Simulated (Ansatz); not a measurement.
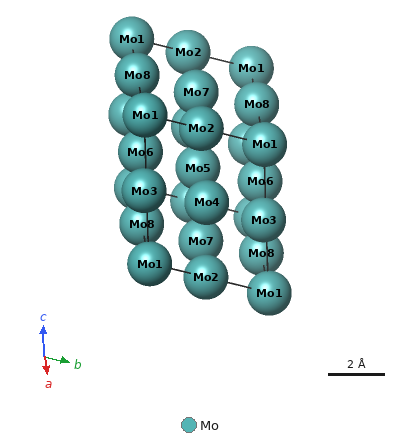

**Figure 1.** The structure (spheres-only view of the cell of the calculation, set on other vectors, seen at an oblique angle; atoms are numbered from 1 in the order of the input).

## Run report: Mo, single-point calculation (part 1 of 2)

Mo (P1, 8 atoms in the cell), computed with DFT, LDA, plane waves, PAW, Ueff = 2.44 eV on Mo d, spin-polarised (Ansatz 0.2.0).

The structure is a deliberately distorted cell. Figures and captions count atoms from 1; the log counts them from 0 in places.

Log
```
band count auto-derived: 80 (N_el = 112.0; filled up to band 56; 68 by the electrons, moments and atoms)
Engine: ansatz 0.2.0, x86_64-unknown-linux-gnu
Pseudopotentials: kind: paw
Pseudopotential: Mo, paw, valence charge 14, recommended cutoff 420 eV (normal), Mo.paw.azcp
Functional definition: SPW92
  exchange = slater_x
  correlation = pw_c
Crystal: 8 atoms, lattice volume = 124.853 Å³
Basis set: ecut = 420 eV, 2441 PW (Γ)
Bands: 80, of which v1, the nominal top of the filled ones, is band 56 counted from 1 (55 counted from 0)
Symmetry: 1 space group operations
Space group: P1 (ITA 1), of the structure as read, at distance tolerance 5.0e-5 Å
k-points: 32 of 64 (time reversal used)
Non-local potential: Mo, projectors of the file, l = 0: 3, l = 1: 2, l = 2: 2, l = 3: 1
PAW form: soft (Blöchl's): semilocal exchange-correlation on the pseudo side does not see the compensation charge
PAW frozen core: Mo, regenerated for the run's functional, and the local potential with it (the file was generated under x = pbe(κ = 0.804, μ = 0.2195149727645171), c = pbe(β = 0.06672455060314922))
PAW one-centre angular grid: Mo, 590 points (default); XC on 64 Gauss nodes
Initial density: superposition of atomic densities (chi_scale 0.1, normalization cell)
Initial wavefunctions: pseudopotential atomic-orbital guess
Functional: x = slater, c = lda
SCF iter   1: F=—  HF=-38723.746934 eV  |F-HF|=—  |Δ(HF+E_count)|=         —  Δρ=5.46e-2 (↑5.46e-2 ↓5.46e-2)  dr2=1.44e1  dr2_m=0.00e0  M=0.000 μB ∫|m|=0.000 μB  β_m=0.30  ethr=3.10e-3  ⟨swp⟩=5.0  Hψ=8889  notcnv=0  defer=68
preconditioner: auto → Kerker (q_TF=auto, 2.679 Å⁻¹)  [metal: Δε(μ)=0.018 eV  Ē_g=6.432 eV  σ=0.044 eV  W_gap=0.22  n_scr=42 (ndim 8)  ℏωp=23.0 eV  f_vac=0.000  D(μ)=3.73/eV (n_scr^D=18)]
spin=Collinear: Kerker preconditioning applied to the charge; magnetization (m = ρ↑ − ρ↓) channel mixes plain (no charge-response kernel on spin).
SCF iter   2: F=—  HF=-38720.845569 eV  |F-HF|=—  |Δ(HF+E_count)|=    2.90e0  Δρ=3.93e-2 (↑3.93e-2 ↓3.93e-2)  dr2=7.28e0  dr2_m=0.00e0  M=0.000 μB ∫|m|=0.000 μB  β_m=0.65  ethr=3.10e-3  ⟨swp⟩=2.2  Hψ=3922  notcnv=0  defer=550
SCF iter   3: F=—  HF=-38708.214128 eV  |F-HF|=—  |Δ(HF+E_count)|=    1.26e1  Δρ=6.06e-2 (↑6.06e-2 ↓5.31e-2)  dr2=2.47e-1  dr2_m=3.64e0  M=11.074 μB ∫|m|=11.074 μB  ethr=3.10e-3  ⟨swp⟩=2.0  Hψ=3770  notcnv=0  defer=550
Mixer restart at iter 3: flushing history
SCF iter   4: F=—  HF=-38716.236954 eV  |F-HF|=—  |Δ(HF+E_count)|=         —  Δρ=4.75e-2 (↑4.64e-2 ↓4.75e-2)  dr2=3.88e-2  dr2_m=2.51e0  M=1.889 μB ∫|m|=1.889 μB  β_m=0.65  ethr=2.21e-4  ⟨swp⟩=3.5  Hψ=7921  notcnv=0  defer=992
SCF iter   5: F=—  HF=-38720.602895 eV  |F-HF|=—  |Δ(HF+E_count)|=    4.37e0  Δρ=2.24e-2 (↑2.11e-2 ↓2.24e-2)  dr2=1.31e-2  dr2_m=5.38e-1  M=0.831 μB ∫|m|=0.831 μB  β_m=0.82  ethr=3.47e-5  ⟨swp⟩=2.1  Hψ=8340  notcnv=0  defer=880
SCF iter   6: F=—  HF=-38721.469744 eV  |F-HF|=—  |Δ(HF+E_count)|=   8.67e-1  Δρ=2.21e-3 (↑1.45e-3 ↓2.21e-3)  dr2=9.20e-3  dr2_m=1.74e-3  M=0.098 μB ∫|m|=0.102 μB  β_m=0.91  ethr=1.17e-5  ⟨swp⟩=2.0  Hψ=7733  notcnv=0  defer=907
Mixer restart at iter 6: flushing history
SCF iter   7: F=—  HF=-38721.475402 eV  |F-HF|=—  |Δ(HF+E_count)|=         —  Δρ=8.84e-4 (↑8.84e-4 ↓8.84e-4)  dr2=7.69e-3  dr2_m=0.00e0  M=0.000 μB ∫|m|=0.000 μB  β_m=0.91  ethr=8.21e-6  ⟨swp⟩=4.1  Hψ=5675  notcnv=0  defer=364
SCF iter   8: F=—  HF=-38721.475578 eV  |F-HF|=—  |Δ(HF+E_count)|=   1.76e-4  Δρ=9.05e-4 (↑9.05e-4 ↓9.05e-4)  dr2=9.26e-3  dr2_m=0.00e0  M=0.000 μB ∫|m|=0.000 μB  β_m=0.69  ethr=6.87e-6  ⟨swp⟩=2.8  Hψ=4344  notcnv=0  defer=376
SCF iter   9: F=—  HF=-38721.474692 eV  |F-HF|=—  |Δ(HF+E_count)|=   8.87e-4  Δρ=1.57e-4 (↑1.57e-4 ↓1.57e-4)  dr2=1.29e-4  dr2_m=0.00e0  M=0.000 μB ∫|m|=0.000 μB  β_m=0.74  ethr=6.87e-6  ⟨swp⟩=2.0  Hψ=2687  notcnv=0  defer=376
SCF iter  10: F=—  HF=-38721.474689 eV  |F-HF|=—  |Δ(HF+E_count)|=   2.46e-6  Δρ=1.02e-4 (↑1.02e-4 ↓1.02e-4)  dr2=8.12e-5  dr2_m=0.00e0  M=0.000 μB ∫|m|=0.000 μB  β_m=0.65  ethr=1.15e-7  ⟨swp⟩=2.0  Hψ=2780  notcnv=0  defer=376
SCF iter  11: F=—  HF=-38721.474680 eV  |F-HF|=—  |Δ(HF+E_count)|=   9.12e-6  Δρ=1.29e-5 (↑1.29e-5 ↓1.29e-5)  dr2=7.90e-7  dr2_m=0.00e0  M=0.000 μB ∫|m|=0.000 μB  β_m=0.82  ethr=7.25e-8  ⟨swp⟩=2.0  Hψ=2470  notcnv=0  defer=376
SCF iter  12: F=-38721.474680 eV  HF=-38721.474680 eV  |F-HF|=5.25e-8  |Δ(HF+E_count)|=   2.41e-9  Δρ=2.82e-6 (↑2.82e-6 ↓2.82e-6)  dr2=6.40e-8  dr2_m=0.00e0  M=0.000 μB ∫|m|=0.000 μB  ethr=8.93e-11  ⟨swp⟩=11.4  Hψ=16279  notcnv=0
SCF 1 converged in 12 iterations: F = -38721.474680 eV  dr2 = 6.40e-8
  greatest PAW one-centre occupation: 0.999 electrons in one spin orbital (limit 2), on the Mo atom at site 6 (counted from 0), in its partial waves of l = 0
```

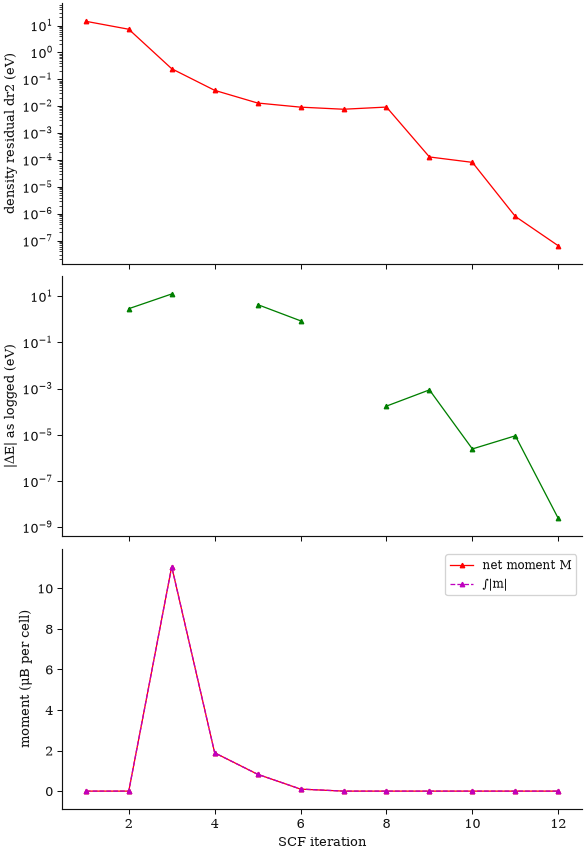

**Figure 2.** Convergence of the self-consistent field: density residual dr2, size of the energy change and magnetic moment against the SCF iteration. The residual falls almost steadily, with no more than small rises. The net moment starts and ends at 0.0 μB per cell, with excursions between 0.0 and 11.1 on the way, and ∫|m| falls to zero.

```
SCF converged after 12 iterations
Magnetization: 0.0000 μB (56.0000 up, 56.0000 down)
Absolute magnetization: 0.0000 μB (∫|ρ↑−ρ↓|)
Spin contamination: 0.0000 ħ² per cell (⟨S²⟩ above its minimum at these occupations)
Per-site moments (μB) at R_I (Å): [(0.0, 1.0838682832381423), (0.0, 1.0640397538680173), (0.0, 1.105107402749549), (0.0, 1.0938718445734106), (0.0, 1.0838682832381423), (0.0, 1.0875544101773635), (0.0, 1.0640397538680173), (0.0, 1.0904668424992507)]
Free energy (F): -38721.474680 eV
Harris-Foulkes:  -38721.474680 eV  (|F-HF|=5.25e-8)
Internal energy: -38721.469335 eV  (E = F + TS)
E sigma→0 (E₀):  -38721.472008 eV
Entropy (-TS):   -0.005345 eV (-0.668 meV/atom)
Fermi energy:    20.543851 eV
--- Per-component energies (eV) ---
  E_band       = -478.891539
  E_kinetic    = 3534.484125
  E_local      = -6343.149104  (includes V_loc(G=0)·N_el)
  E_nonlocal   = 1184.334324
  E_hartree    = 2090.569649
  E_xc         = -1460.210094
  E_vxc        = -1830.388366  (∫ρ·V_xc dr)
  E_hubbard    = 20.880545  (on-site DFT+U / exact-exchange correction)
  E_vhub       = -24.631923  (the Hubbard potential's part of the band-sum identity)
  E_paw        = -24716.127531  (= ΣΔE_a)
  E_vpaw       = -1180.679154  (= ΣTr[D̂ρ^β])
  E_aug_tail   = 0.000243  (compensation charges beyond the density's cutoff)
  E_ewald      = -13036.034022
  E_core_change = 3.782530  (= ΣΔE_core)
  E_smearing   = -0.005345  (= −TS)
  E_closure    = 0.000000  (closes the sum)
  Σ components = -38721.474680   (vs F -38721.474680, Δ=0.00e0)
--- Forces (eV/Å), atoms counted from 1 ---
  atom   1  Mo    -0.29426441     0.31950719     0.61570752
  atom   2  Mo    -0.33381413    -0.60797588    -1.12727348
  atom   3  Mo     0.82241828    -0.28510590    -0.07498030
  atom   4  Mo    -0.22512464     1.09296064     0.08307599
  atom   5  Mo     0.82594491    -0.56220575    -0.15862037
  atom   6  Mo    -0.49511946    -0.36913006     0.78714702
  atom   7  Mo     0.43704476    -0.09259690    -0.10212102
  atom   8  Mo    -0.73707285     0.50453381    -0.02294684
  max |Σ_I F_I| component: 1.28e-5 eV/Å
--- Stress (GPa, compression-positive) ---
      -17.078363       4.184384       0.714550
        4.184384     -11.610151       0.863367
        0.714550       0.863368     -13.765784
  P = ⅓ Tr σ = -14.1514 GPa (-141.514 kbar)
--- Band table (eV; the first three rows and the last of 64) ---
  k-point 0 ↑: bands = ["-40.1761", "-40.0289", "-40.0203", "-40.0012", "-39.9934", "-39.9841", "-39.9620", "-39.7538", "-14.9008", "-14.8937", "-14.8905", "-14.8661", "-14.8377", "-14.8205", "-14.5255", "-14.4711", "-14.4138", "-14.0819", "-14.0426", "-14.0099", "-13.9919", "-13.9483", "-13.9336", "-13.6578", "-13.6283", "-13.6042", "-13.5913", "-13.5772", "-13.5655", "-13.5424", "-13.5296", "-13.5126", "14.1113", "14.9791", "15.0224", "15.0982", "15.1911", "15.2327", "15.2490", "15.3446", "15.4072", "16.8680", "16.9256", "17.0062", "17.1092", "17.2170", "17.4188", "18.7755", "19.0082", "19.4694", "20.1878", "20.2943", "20.5783", "20.8941", "20.9774", "21.2058", "21.4772", "21.8091", "21.9259", "22.1520", "22.1832", "22.2476", "22.3175", "22.4121", "22.9070", "22.9717", "23.0739", "23.1584", "23.5670", "23.6795", "24.2486", "24.3795", "24.4199", "24.8721", "24.9200", "25.9492", "25.9934", "26.2534", "26.6971", "29.5936"]
  k-point 1 ↑: bands = ["-40.1270", "-40.0623", "-40.0386", "-40.0276", "-39.9273", "-39.9159", "-39.9000", "-39.8122", "-14.7883", "-14.7642", "-14.7567", "-14.6612", "-14.6440", "-14.6043", "-14.5481", "-14.4784", "-14.3460", "-14.3141", "-14.2776", "-14.1352", "-14.0235", "-13.9131", "-13.8967", "-13.8564", "-13.7459", "-13.7126", "-13.6956", "-13.6447", "-13.6371", "-13.6168", "-13.5865", "-13.5644", "15.1166", "15.5833", "15.8660", "15.9459", "16.1148", "16.1318", "16.2120", "16.2850", "16.4625", "17.1367", "17.2651", "17.4004", "17.5030", "17.6195", "17.9819", "18.1244", "18.2970", "18.3932", "18.6691", "18.7196", "18.9048", "18.9474", "19.1695", "19.7598", "21.2069", "21.3074", "21.5462", "21.6347", "21.7824", "21.9078", "22.1309", "22.2849", "22.3941", "22.6691", "22.7913", "22.8983", "22.9647", "23.4911", "23.6262", "23.8010", "23.9363", "24.1868", "25.2535", "25.3265", "28.4362", "28.6216", "28.7353", "30.2302"]
```
